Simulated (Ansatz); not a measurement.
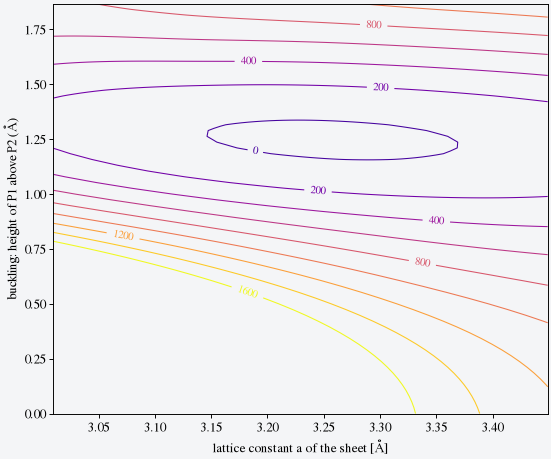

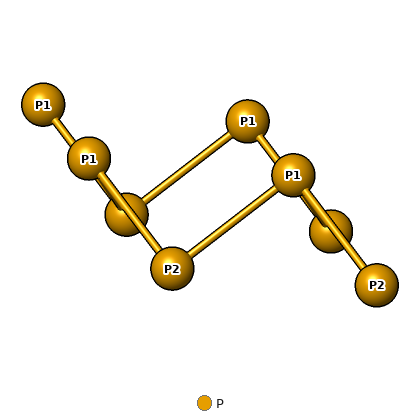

Energy landscape of a two-dimensional sheet of P of the honeycomb type (2 atoms in the cell). 
- The lattice constant and the buckling of a sheet are varied, nothing relaxed.
- Coordinates scanned: (1) lattice constant a of the sheet (both vectors scaled alike); (2) buckling: height of P1 above P2.
- Grid: 8 × 8 points.
- Points are written as (first, second).
- All energies are given in meV/atom relative to the lowest grid point.
- Method: DFT PBE+D3(BJ), scalar-relativistic, plane waves, PAW in Ansatz 0.2.0. Settings: cutoff 420 eV, k-mesh 9×9×1, gaussian smearing 0.02 eV, no spin polarisation.

In the figure: contour lines labelled in meV/atom (none above 1600). Between grid points the surface is interpolated. The second picture is the structure at the lowest point.

Question: Describe this landscape.

Answer: The lowest grid point is at (3.198 Å, 1.334 Å). No other kind of well shows on this grid. The highest grid point, (3.010 Å, 0.000 Å), lies 4123 meV/atom above the lowest.

Grid values (meV/atom):

```
second ↓, first →  3.010  3.073  3.136  3.198  3.261  3.324  3.387  3.449
            1.868    766    824    880    933    983   1036   1085   1141
            1.601    415    393    392    394    408    437    476    523
            1.334    141     67     21      0      0     19     55    103
            1.067    454    313    209    141    100     84     91    116
            0.801   1519   1231    998    819    684    585    518    480
            0.534   2800   2309   1900   1574   1314   1115    970    865
            0.267   3755   3083   2535   2101   1752   1481   1275   1123
            0.000   4123   3388   2788   2313   1929   1631   1405   1234
```

Each point was launched as `ansatz run input.yaml --threads 1 --pin off --max-ram 3072MiB --backend cpu --events-out ev --progress --plain --runs-dir out`. Time for the 64 points that were run: 3 min on 1 thread of Arm Neoverse V1, with other jobs on the host.
